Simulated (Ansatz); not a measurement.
**Run report: Rh, geometry relaxation (part 2 of 2)**

Continued. System: Rh (R-3m, 3 atoms in the cell). Method: DFT PBE, scalar-relativistic, plane waves, PAW, no spin polarisation (Ansatz 0.2.0); cutoff 420 eV, 18×18×7 k-mesh, Gaussian smearing of 0.1 eV. The structure was built on a prototype by a generator; it need not be a known phase. It belongs to a series of runs on one base structure; here: stacking ABC.

Geometry of the input (Å; fractional positions):
```
2.7247  0.0000  0.0000
-1.3624  2.3597  0.0000
0.0000  0.0000  6.5770
Rh 0.0000  0.0000  0.0000
Rh 0.3333  0.6667  0.3333
Rh 0.6667  0.3333  0.6667
```

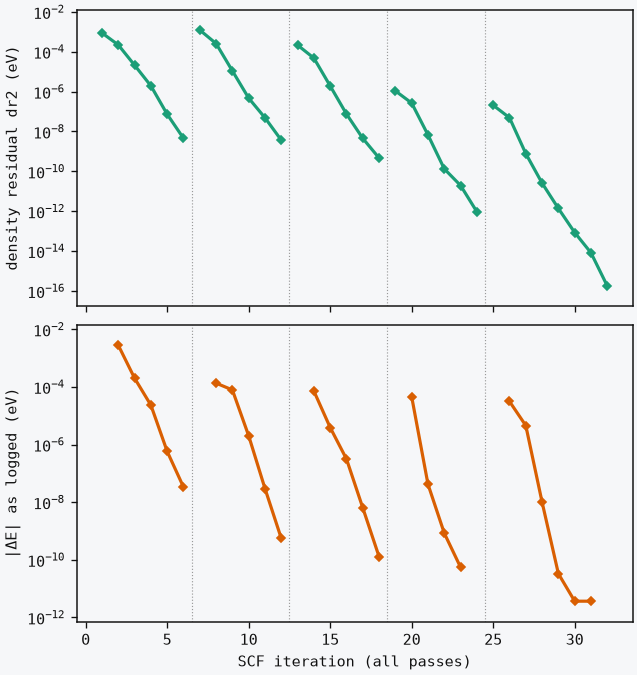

Convergence of the self-consistent field: density residual dr2 and size of the energy change against the SCF iteration. The dotted lines part the SCF passes of the relaxation: geometry steps, rejected trials and re-solves on a re-selected basis. The 5 passes take 6 to 8 iterations each, 32 in all.

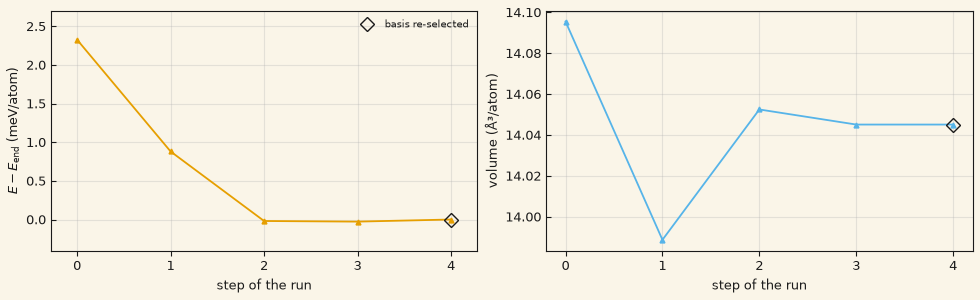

Progress of the relaxation, step by step (the first geometry is step 0 here and step 1 in the log).

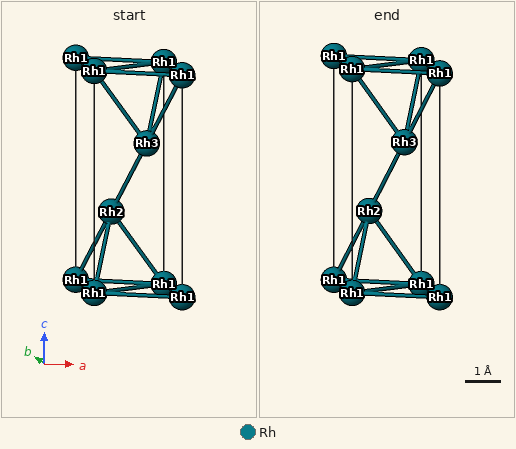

Before (left) and after (right) the relaxation, at one scale (ball-and-stick view of the cell of the calculation, seen slightly off an axis). The atoms keep their places relative to the cell (all moves are under 0.005 Å). The volume changes by −0.4 %, with a = b 2.725 → 2.709 Å (−0.6 %), c 6.577 → 6.632 Å (+0.8 %). Distances before and after: Rh1–Rh1 2.725 → 2.709 Å, Rh1–Rh2 2.698 → 2.708 Å. The space group (tolerance 0.01 Å) goes from R-3m (No. 166) to Fm-3m (No. 225). After 3 geometry steps the energy has fallen by 2.4 meV per atom. All forces vanish by symmetry, so only the cell relaxes. Pressure: −0.84 GPa at the start and 0.00 GPa at the end. A last SCF at the same geometry on a re-selected plane-wave basis shifts the energy by +0.0 meV per atom. (Atoms are counted from 1 in the order of the input.)

```
basis re-selected at this cell: Δ(F+E_penalty+E_count) = +8.208e-5 eV, ΔP = +0.001 GPa vs the last step (what re-selecting the basis moved, of the pressure what is left beyond the Pulay correction that the steps carried, after the strain that the cell walked since its last selection, with what the two solves' SCF thresholds leave and, on support functions, any second-order correction that the steps lacked; it is no measure of the basis error at this ecutwfc). This SCF's stress stands 6.08e-4 GPa from its target on what of the cell is left free (relax.cell.stress_tol is 5.00e-2 GPa) and its largest allowed force component is 8.60e-29 eV/Å (relax.f_tol is 1.00e-2 eV/Å): within both
SCF converged after 8 iterations
Free energy (F): -19208.676646 eV
Harris-Foulkes:  -19208.676646 eV  (|F-HF|=0.00e0)
Internal energy: -19208.656496 eV  (E = F + TS)
E sigma→0 (E₀):  -19208.666571 eV
Entropy (-TS):   -0.020151 eV (-6.717 meV/atom)
Fermi energy:    21.790885 eV
--- Per-component energies (eV) ---
  E_band       = -282.563322
  E_kinetic    = 1718.397890
  E_local      = -4767.969024  (includes V_loc(G=0)·N_el)
  E_nonlocal   = 1063.557265
  E_hartree    = 1675.807983
  E_xc         = -665.299028
  E_vxc        = -835.167122  (∫ρ·V_xc dr)
  E_paw        = -10760.544452  (= ΣΔE_a)
  E_vpaw       = -813.000952  (= ΣTr[D̂ρ^β])
  E_aug_tail   = 0.002653  (compensation charges beyond the density's cutoff)
  E_ewald      = -7472.609783
  E_smearing   = -0.020151  (= −TS)
  E_closure    = -0.000000  (closes the sum)
  Σ components = -19208.676646   (vs F -19208.676646, Δ=0.00e0)
--- Forces (eV/Å), atoms counted from 1 ---
  atom   1  Rh    -0.00000000     0.00000000     0.00000000
  atom   2  Rh     0.00000000    -0.00000000     0.00000000
  atom   3  Rh     0.00000000     0.00000000    -0.00000000
  max |Σ_I F_I| component: 6.17e-29 eV/Å
--- Stress (GPa, compression-positive) ---
        0.000608       0.000000       0.000000
        0.000000       0.000608      -0.000000
        0.000000      -0.000000       0.000603
  P = ⅓ Tr σ = 0.0006 GPa (0.006 kbar)
--- Band table (eV; the first three rows and the last of 229) ---
  k-point 0: bands = ["-57.0322", "-56.9549", "-56.9549", "-25.0415", "-25.0415", "-24.5985", "-24.5985", "-24.5985", "-24.5985", "-24.5271", "-24.5271", "-24.5260", "13.9785", "15.9883", "15.9883", "18.8028", "18.8028", "18.8078", "18.9822", "18.9822", "18.9822", "18.9822", "19.8655", "19.8655", "20.8212", "20.8212", "21.5573", "21.5573", "21.5573", "21.5573", "33.9976"]
  k-point 1: bands = ["-57.0299", "-56.9693", "-56.9428", "-25.1195", "-24.9480", "-24.6094", "-24.6094", "-24.5854", "-24.5854", "-24.5416", "-24.5293", "-24.5293", "14.0686", "15.9272", "15.9463", "18.7681", "18.8381", "18.8381", "18.8693", "18.8693", "19.0646", "19.0948", "19.0948", "20.8015", "20.8015", "20.8501", "21.2087", "21.2087", "21.8971", "21.8971", "32.4736"]
  k-point 2: bands = ["-57.0233", "-56.9846", "-56.9341", "-25.1753", "-24.8469", "-24.6173", "-24.6173", "-24.5870", "-24.5712", "-24.5712", "-24.5354", "-24.5354", "14.3306", "15.6659", "15.8842", "18.5992", "18.6633", "18.7821", "18.7821", "18.9345", "18.9345", "19.1666", "19.1666", "20.7543", "20.7543", "20.9209", "20.9209", "21.8098", "22.1661", "22.1661", "31.1516"]
  k-point 228: bands = ["-56.9037", "-56.9037", "-56.9037", "-25.0559", "-25.0559", "-25.0559", "-24.8913", "-24.8913", "-24.8913", "-24.7177", "-24.7177", "-24.7177", "17.2781", "17.2781", "17.2781", "17.5423", "17.5423", "17.5423", "18.6125", "18.6125", "18.6125", "20.4173", "20.4173", "20.4173", "22.1886", "22.1886", "22.1886", "28.7486", "28.7486", "28.7486", "30.2371"]
--- Relaxed structure (4 steps of the walk, 4 accepted, 1 SCFs on fresh bases) ---
  F+E_penalty+E_count = -19208.67664630 eV   max|allowed force component| = 8.602e-29 eV/Å   (the final SCF, on the basis selected at the relaxed cell)
  cell:  # Å, volume = 42.1353 Å³
    - [2.708549000447799, 0.0, 1.2719349262408957e-33]
    - [-1.3542745002238994, 2.3456722417827423, -3.418774936178053e-33]
    - [3.0702538741958577e-33, -7.756430840073747e-33, 6.631958942824589]
  atoms:
    - { symbol: Rh, position: [-8.063524518335209e-37, -2.2671847732307337e-36, -2.5737787947340145e-85] }
    - { symbol: Rh, position: [0.33333333333333337, 0.6666666666666667, 0.33333333333333326] }
    - { symbol: Rh, position: [0.6666666666666666, 0.33333333333333337, 0.6666666666666665] }
--- Löwdin populations: 3 sites ---
  site symbol       q [e]
     0     Rh     16.8971
     1     Rh     16.8971
     2     Rh     16.8971
  spilling = 0.006052 (of n_electrons = 51.000000)
```

File populations.tsv:
```
# site	symbol	l	j	q
# orbitals = lowdin
# n_electrons = 51.000000
# spilling = 0.006052
0	Rh	0_4S	-	1.987978
0	Rh	0_5S	-	0.779749
0	Rh	1_4P	-	5.994457
0	Rh	2_4D	-	8.134934
1	Rh	0_4S	-	1.987978
1	Rh	0_5S	-	0.779749
1	Rh	1_4P	-	5.994457
1	Rh	2_4D	-	8.134934
2	Rh	0_4S	-	1.987978
2	Rh	0_5S	-	0.779749
2	Rh	1_4P	-	5.994457
2	Rh	2_4D	-	8.134934
```

Trajectory as extended XYZ (Å, eV, eV/Å), 5 frames, from step=1 to step=5:
```
3
Lattice="2.7247 0.0000 0.0000 -1.3624 2.3597 0.0000 0.0000 0.0000 6.5770" Properties=species:S:1:pos:R:3:forces:R:3 step=1 energy=-19208.66967 pressure_GPa=-0.84
Rh    0.0000    0.0000    0.0000    0.0000   0.0000   0.0000
Rh    0.0000    1.5731    2.1923    0.0000   0.0000   0.0000
Rh    1.3624    0.7866    4.3847    0.0000   0.0000   0.0000
3
Lattice="2.6974 0.0000 0.0000 -1.3487 2.3360 0.0000 0.0000 0.0000 6.6602" Properties=species:S:1:pos:R:3:forces:R:3 step=2 energy=-19208.67401 pressure_GPa=1.07
Rh    0.0000    0.0000    0.0000    0.0000   0.0000   0.0000
Rh    0.0000    1.5573    2.2201    0.0000   0.0000   0.0000
Rh    1.3487    0.7787    4.4401    0.0000   0.0000   0.0000
3
Lattice="2.7090 0.0000 0.0000 -1.3545 2.3461 0.0000 0.0000 0.0000 6.6332" Properties=species:S:1:pos:R:3:forces:R:3 step=3 energy=-19208.67670 pressure_GPa=-0.13
Rh    0.0000    0.0000    0.0000    0.0000   0.0000   0.0000
Rh    0.0000    1.5641    2.2111    0.0000   0.0000   0.0000
Rh    1.3545    0.7820    4.4221    0.0000   0.0000   0.0000
3
Lattice="2.7085 0.0000 0.0000 -1.3543 2.3457 0.0000 0.0000 0.0000 6.6320" Properties=species:S:1:pos:R:3:forces:R:3 step=4 energy=-19208.67673 pressure_GPa=-0.00
Rh    0.0000    0.0000    0.0000    0.0000   0.0000   0.0000
Rh    0.0000    1.5638    2.2107    0.0000   0.0000   0.0000
Rh    1.3543    0.7819    4.4213    0.0000   0.0000   0.0000
3
Lattice="2.7085 0.0000 0.0000 -1.3543 2.3457 0.0000 0.0000 0.0000 6.6320" Properties=species:S:1:pos:R:3:forces:R:3 step=5 energy=-19208.67665 pressure_GPa=0.00
Rh    0.0000    0.0000    0.0000    0.0000   0.0000   0.0000
Rh    0.0000    1.5638    2.2107    0.0000   0.0000   0.0000
Rh    1.3543    0.7819    4.4213    0.0000   0.0000   0.0000
```

Key numbers:

| quantity | value |
| --- | --- |
| outcome | converged |
| space group (tolerance 0.01 Å) | R-3m (166) → Fm-3m (225) |
| electrons treated | 51 |
| free energy | −19208.6766 eV |
| Fermi energy | 21.791 eV |
| gap on the k-point mesh | none (metallic) |
| pressure | 0.00 GPa |
| final volume | 42.14 Å³ |
| largest force (length of the vector) at the end | under 0.001 eV/Å |
| final cell | a = 2.709 Å, b = 2.709 Å, c = 6.632 Å, α = 90.00°, β = 90.00°, γ = 120.00° |
| hardware | 1 thread of Arm Neoverse V1, 24 GiB of memory available, shared host |
| wall time | 71 s |
| peak memory | 0.48 GiB |
